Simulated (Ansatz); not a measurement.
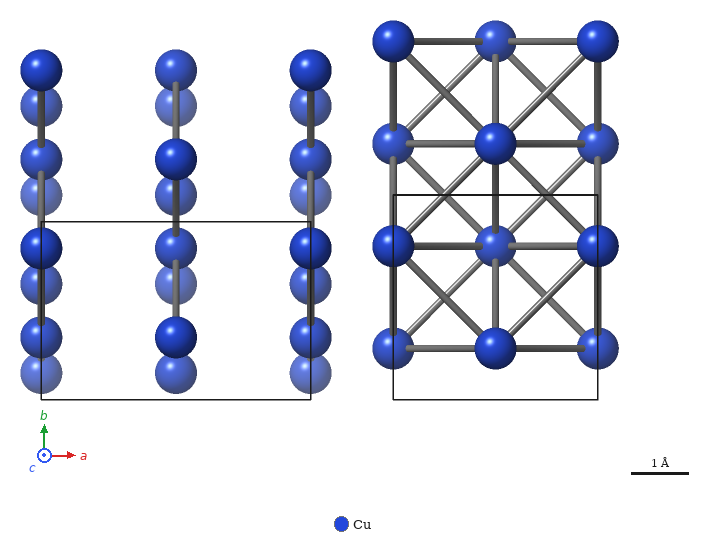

Two geometries of solid Cu (built on the iodine_64 type) (coarse preliminary run), drawn at one scale. One is the start of a relaxation, the other its converged end. The picture is a ball-and-stick view of the conventional cell (2 times the calculation's cell), repeated 1 × 2 × 1 with one cell outlined, seen along the c axis. Lengths and directions refer to the drawn axes.

Computed with Ansatz 0.2.0, DFT PBEsol, scalar-relativistic, plane waves, PAW. Set-up: plane-wave cutoff 420 eV; k-point mesh 6 × 6 × 4; occupations gaussian; smearing width 0.1 eV; no spin polarisation; cell and atoms relaxed; force threshold 0.04 eV/Å; at most 70 steps.

**Which one is relaxed?**

The right one is the relaxed one. Case: iodine type (Cmce, No. 64). After 10 accepted moves (12 points after the start) the energy has fallen by 1518 meV per atom. The largest force component goes from 9.3 to 0.00068 eV/Å. The pressure goes from 39.94 to 0.00 GPa. The SCF was repeated twice at an unchanged geometry on a basis and grid sized afresh for the cell, which shifted the energy by 5.4 meV per atom at most. The largest moves relative to the cell, 0.37 Å, are those of Cu atoms. The drawn cell changes as follows: a 4.760 → 3.613 Å (−24.1 %), b 3.146 → 3.617 Å (+15.0 %), c 6.416 → 6.953 Å (+8.4 %); the volume changes by −5.4 %. Some distances before and after: Cu–Cu 1.773 → 2.509 Å, Cu–Cu 2.929 → 2.507 Å, Cu–Cu 2.883 → 2.507 Å, Cu–Cu 2.853 → 2.556 Å. Bond angles that change, for instance: Cu–Cu–Cu 105.2° → 87.7°, Cu–Cu–Cu 167.0° → 180.0°, Cu–Cu–Cu 169.5° → 180.0°. The space group (tolerance 0.01 Å) goes from Cmce (No. 64) to I4/mmm (No. 139).
